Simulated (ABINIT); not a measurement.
# Single-point calculation of Ge

System: Ge (I4₁/amd, 2 atoms in the cell).
Method: Kohn-Sham DFT of a periodic cell, PBEsol, PseudoDojo NC SR PBEsol v0.4.1 standard, no spin polarisation (ABINIT 10.8.3).

The structure derives from a Materials Project entry.

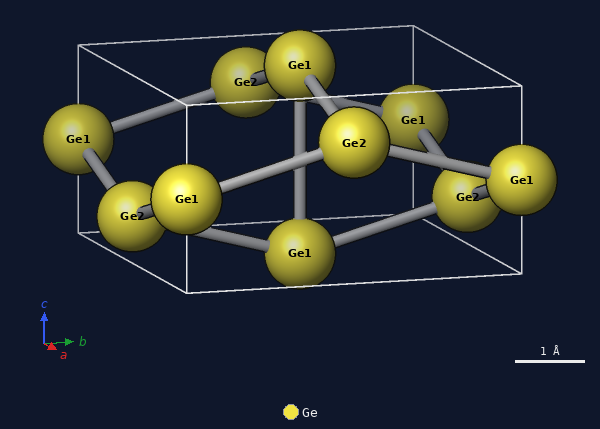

**Figure 1.** The input geometry (ball-and-stick view of the cell 2 times as large as that of the calculation, set on its symmetry axes, seen slightly off an axis; atoms are numbered from 1 in the order of the input). An atom can appear more than once, as a periodic image. Near neighbours in the periodic cell (some may lie outside the picture): Ge has 6 Ge at 2.67 to 2.79 Å.

Input file:
```
# Pseudopotentials
pp_dirpath "./"
pseudos "Ge.upf"

# Structure
acell 3*1.0 Angstrom
rprim
    -2.5744897190     2.5744897190     1.3974126432
     2.5744897190    -2.5744897190     1.3974126432
     2.5744897190     2.5744897190    -1.3974126432
ntypat 1
znucl 32
natom 2
typat 1 1
xred
     0.5000000000     0.5000000000     0.0000000000
     0.2500000000     0.7500000000     0.5000000000

# Plane-wave basis
ecut 35.0

# k points
kptopt 1
ngkpt 8 8 8
nshiftk 1
shiftk 0.0 0.0 0.0

# Exchange and correlation
ixc -116133

# Bands and occupations
nband 18
occopt 3
tsmear 0.00183747

# SCF cycle
nstep 100
tolvrs 1.0e-10

# Output
iomode 3
prtwf 0
prtden 0
prteig 0
prtebands 0
enunit 1
```

Run as:
```bash
mpirun --bind-to none -np 4 abinit run.abi > log 2>&1
```

Output:
```
.Version 10.8.3 of ABINIT
 Symmetries : space group I4_1/a m d (#141); Bravais tI (body-center tetrag.)
================================================================================
 Values of the parameters that define the memory need of the present run
     intxc =       0    ionmov =       0      iscf =       7    lmnmax =       6
     lnmax =       6     mgfft =      40  mpssoang =       3    mqgrid =    3001
     natom =       2  nloc_mem =       1    nspden =       1   nspinor =       1
    nsppol =       1      nsym =      16    n1xccc =    2501    ntypat =       1
    occopt =       3   xclevel =       2
       mpw =        2492          nfft =       64000          nkpt =          59
================================================================================
================================================================================

--------------------------------------------------------------------------------
------------- Echo of variables that govern the present computation ------------
--------------------------------------------------------------------------------
 -outvars: echo values of preprocessed input variables --------
            acell      1.8897261259E+00  1.8897261259E+00  1.8897261259E+00 Bohr
              amu      7.26100000E+01
             ecut      3.50000000E+01 Hartree
           enunit           1
                       outvar_i_n : Printing only first  50 k-points.
              ixc     -116133
                       outvar_i_n : Printing only first  50 k-points.
         kptrlatt        8    0    0      0    8    0      0    0    8
          kptrlen      4.22516349E+01
            natom           2
            nband          18
            ngfft          40      40      40
             nkpt          59
            nstep         100
             nsym          16
           ntypat           1
                       prtocc : prtvol=0, do not print more k-points.
           occopt           3
           prtden           0
        prtebands           0
           prteig           0
            prtwf           0
            rprim     -2.5744897190E+00  2.5744897190E+00  1.3974126432E+00
                       2.5744897190E+00 -2.5744897190E+00  1.3974126432E+00
                       2.5744897190E+00  2.5744897190E+00 -1.3974126432E+00
          spgroup         141
           tolvrs      1.00000000E-10
           tsmear      1.83747000E-03 Hartree
            typat      1  1
                       outvars : Printing only first  50 k-points.
           xangst     -4.4950674966E-18 -4.4950674966E-18  1.3974126432E+00
                       2.5744897190E+00  9.2089001166E-17  6.9870632160E-01
            xcart     -8.4944464861E-18 -8.4944464861E-18  2.6407271805E+00
                       4.8650804829E+00  1.7402299141E-16  1.3203635903E+00
             xred      5.0000000000E-01  5.0000000000E-01 -1.7460032811E-18
                       2.5000000000E-01  7.5000000000E-01  5.0000000000E-01
            znucl       32.00000

================================================================================

 chkinp: Checking input parameters for consistency.

================================================================================
== DATASET  1 ==================================================================

--- !DatasetInfo
iteration_state: {dtset: 1, }
dimensions: {natom: 2, nkpt: 59, mband: 18, nsppol: 1, nspinor: 1, nspden: 1, mpw: 2492, }
cutoff_energies: {ecut:  35.0, pawecutdg:  -1.0, }
electrons: {nelect:   2.80000000E+01, charge:   0.00000000E+00, occopt:   3.00000000E+00, tsmear:   1.83747000E-03, }
meta: {optdriver: 0, ionmov: 0, optcell: 0, iscf: 7, paral_kgb: 0, }
...

 Real(R)+Recip(G) space primitive vectors, cartesian coordinates (Bohr,Bohr^-1):
 R(1)= -4.8650805  4.8650805  2.6407272  G(1)=  0.0000000  0.1027732  0.1893418
 R(2)=  4.8650805 -4.8650805  2.6407272  G(2)=  0.1027732  0.0000000  0.1893418
 R(3)=  4.8650805  4.8650805 -2.6407272  G(3)=  0.1027732  0.1027732  0.0000000
 Unit cell volume ucvol=  2.5001357E+02 bohr^3
 Angles (23,13,12)=  9.73769836E+01  9.73769836E+01  1.38005201E+02 degrees

 getcut: wavevector=  0.0000  0.0000  0.0000  ngfft=  40  40  40
         ecut(hartree)=     35.000   => boxcut(ratio)=   2.03889

--- Pseudopotential description ------------------------------------------------
- pspini: atom type   1  psp file is ./Ge.upf
12 -116133 2 -1 1560                          pspcod,pspxc,lmax,lloc,mmax
     nproj     2     2     2

   1.72858076E+03                                ecore*ucvol(ha*bohr**3)
--------------------------------------------------------------------------------

================================================================================

--- !BeginCycle
iteration_state: {dtset: 1, }
solver: {iscf: 7, nstep: 100, nline: 4, wfoptalg: 0, }
tolerances: {tolvrs: 1.00E-10, }
...

     iter   Etot(hartree)      deltaE(h)  residm     vres2
 ETOT  1  -177.12017767659    -1.771E+02 9.703E-01 4.184E+01
 ETOT  2  -178.38375165566    -1.264E+00 2.368E-02 3.092E+01
 ETOT  3  -178.38900848525    -5.257E-03 6.179E-03 3.888E+00
 ETOT  4  -178.38951582711    -5.073E-04 2.147E-03 8.404E-01
 ETOT  5  -178.38965516332    -1.393E-04 8.186E-04 1.407E-03
 ETOT  6  -178.38965538040    -2.171E-07 3.185E-04 1.484E-04
 ETOT  7  -178.38965540495    -2.455E-08 1.926E-04 1.266E-06
 ETOT  8  -178.38965540516    -2.129E-10 4.487E-05 1.478E-09
 ETOT  9  -178.38965540516    -1.478E-12 6.235E-05 4.053E-11

 At SCF step    9       vres2   =  4.05E-11 < tolvrs=  1.00E-10 =>converged.

 Cartesian components of stress tensor (hartree/bohr^3)
  sigma(1 1)=  1.56167200E-04  sigma(3 2)=  0.00000000E+00
  sigma(2 2)=  1.56167200E-04  sigma(3 1)=  0.00000000E+00
  sigma(3 3)= -1.53090690E-06  sigma(2 1)=  0.00000000E+00

--- !ResultsGS
iteration_state: {dtset: 1, }
comment   : Summary of ground state results
lattice_vectors:
- [ -4.8650805,   4.8650805,   2.6407272, ]
- [  4.8650805,  -4.8650805,   2.6407272, ]
- [  4.8650805,   4.8650805,  -2.6407272, ]
lattice_lengths: [   7.36963,    7.36963,    7.36963, ]
lattice_angles: [ 97.377,  97.377, 138.005, ] # degrees, (23, 13, 12)
lattice_volume:   2.5001357E+02
convergence: {deltae: -1.478E-12, res2:  4.053E-11, residm:  6.235E-05, diffor: null, }
etotal    :  -1.78389655E+02
entropy   :   0.00000000E+00
fermie    :   2.00835594E-01
cartesian_stress_tensor: # hartree/bohr^3
- [  1.56167200E-04,   0.00000000E+00,   0.00000000E+00, ]
- [  0.00000000E+00,   1.56167200E-04,   0.00000000E+00, ]
- [  0.00000000E+00,   0.00000000E+00,  -1.53090690E-06, ]
pressure_GPa:  -3.0481E+00
xred      :
- [  5.0000E-01,   5.0000E-01,  -1.7460E-18, Ge]
- [  2.5000E-01,   7.5000E-01,   5.0000E-01, Ge]
cartesian_forces: # hartree/bohr
- [  9.10559864E-29,   1.67721377E-29,  -1.07243591E-28, ]
- [ -9.10559864E-29,  -1.67721377E-29,   1.07243591E-28, ]
force_length_stats: {min:   1.41681633E-28, max:   1.41681633E-28, mean:   1.41681633E-28, }
...

 Integrated electronic density in atomic spheres:
 ------------------------------------------------
 Atom  Sphere_radius  Integrated_density
    1        2.00000         11.48642332
    2        2.00000         11.48642332
================================================================================

 ----iterations are completed or convergence reached----

 Mean square residual over all n,k,spin=   18.549E-08; max=  62.350E-06
 reduced coordinates (array xred) for    2 atoms
       0.500000000000      0.500000000000     -0.000000000000
       0.250000000000      0.750000000000      0.500000000000
 rms dE/dt=  6.8311E-28; max dE/dt=  6.3740E-28; dE/dt below (all hartree)
    1       0.000000000000      0.000000000000     -0.000000000000
    2      -0.000000000000      0.000000000000      0.000000000000

 cartesian coordinates (angstrom) at end:
    1     -0.00000000000000    -0.00000000000000     1.39741264320000
    2      2.57448971900000     0.00000000000000     0.69870632160000

 cartesian forces (hartree/bohr) at end:
    1      0.00000000000000     0.00000000000000    -0.00000000000000
    2     -0.00000000000000    -0.00000000000000     0.00000000000000
 frms,max,avg= 8.1799929E-29 1.0724359E-28   0.000E+00  0.000E+00  0.000E+00 h/b

 cartesian forces (eV/Angstrom) at end:
    1      0.00000000000000     0.00000000000000    -0.00000000000000
    2     -0.00000000000000    -0.00000000000000     0.00000000000000
 frms,max,avg= 4.2063215E-27 5.5146872E-27   0.000E+00  0.000E+00  0.000E+00 e/A
 length scales=  1.889726125908  1.889726125908  1.889726125908 bohr
              =  1.000000000000  1.000000000000  1.000000000000 angstroms
 Fermi (or HOMO) energy (eV) =   5.46501   Average Vxc (eV)= -11.61599
 Eigenvalues (   eV  ) for nkpt=  59  k points:
 kpt#   1, nband= 18, wtk=  0.00195, kpt=  0.0000  0.0000  0.0000 (reduced coord)
 -19.25413  -19.19742  -19.18097  -19.16501  -19.06397  -19.06397  -19.05804  -19.05804
 -19.00665  -18.93728   -7.80257    1.44185    3.17263    3.17263    8.74321   13.10605
  13.10606   13.65950
 prteigrs : prtvol=0 or 1, do not print more k-points.

--- !EnergyTerms
iteration_state     : {dtset: 1, }
comment             : Components of total free energy in Hartree
kinetic             :  1.34050386837267E+02
hartree             :  4.50435924383737E+01
xc                  : -4.31906561266343E+01
Ewald energy        : -1.12041434475246E+02
psp_core            :  6.91394767880614E+00
local_psp           : -1.14737565909251E+02
non_local_psp       : -9.44276633538194E+01
internal            : -1.78389392910503E+02
'-kT*entropy'       : -2.62494658772272E-04
total_energy        : -1.78389655405162E+02
total_energy_eV     : -4.85422981551732E+03
band_energy         : -1.40061389236364E+01
...

 Cartesian components of stress tensor (hartree/bohr^3)
  sigma(1 1)=  1.56167200E-04  sigma(3 2)=  0.00000000E+00
  sigma(2 2)=  1.56167200E-04  sigma(3 1)=  0.00000000E+00
  sigma(3 3)= -1.53090690E-06  sigma(2 1)=  0.00000000E+00

-Cartesian components of stress tensor (GPa)         [Pressure= -3.0481E+00 GPa]
- sigma(1 1)=  4.59459765E+00  sigma(3 2)=  0.00000000E+00
- sigma(2 2)=  4.59459765E+00  sigma(3 1)=  0.00000000E+00
- sigma(3 3)= -4.50408361E-02  sigma(2 1)=  0.00000000E+00

== END DATASET(S) ==============================================================
================================================================================

 -outvars: echo values of variables after computation  --------
            acell      1.8897261259E+00  1.8897261259E+00  1.8897261259E+00 Bohr
           etotal     -1.7838965541E+02
            fcart      9.1055986360E-29  1.6772137721E-29 -1.0724359073E-28
                      -9.1055986360E-29 -1.6772137721E-29  1.0724359073E-28
            rprim     -2.5744897190E+00  2.5744897190E+00  1.3974126432E+00
                       2.5744897190E+00 -2.5744897190E+00  1.3974126432E+00
                       2.5744897190E+00  2.5744897190E+00 -1.3974126432E+00
           strten      1.5616719997E-04  1.5616719997E-04 -1.5309069028E-06
                       0.0000000000E+00  0.0000000000E+00  0.0000000000E+00
           xangst     -4.4950674966E-18 -4.4950674966E-18  1.3974126432E+00
                       2.5744897190E+00  9.2089001166E-17  6.9870632160E-01
             xred      5.0000000000E-01  5.0000000000E-01 -1.7460032811E-18
                       2.5000000000E-01  7.5000000000E-01  5.0000000000E-01
 Calculation completed.
```

Results in brief:

| quantity | value |
| --- | --- |
| outcome | converged |
| space group (tolerance 0.01 Å) | I4₁/amd (141) |
| electrons treated | 28 |
| free energy | −4854.2298 eV |
| Fermi energy | 5.465 eV |
| gap on the k-point mesh | none (metallic) |
| pressure | −3.05 GPa |
| largest force (length of the vector) | under 0.001 eV/Å |
| hardware | 4 threads of Arm Neoverse V2, 24 GiB of memory available, shared host |
| wall time | 20 s (CPU time 81 s) |
| peak memory | 0.32 GiB |
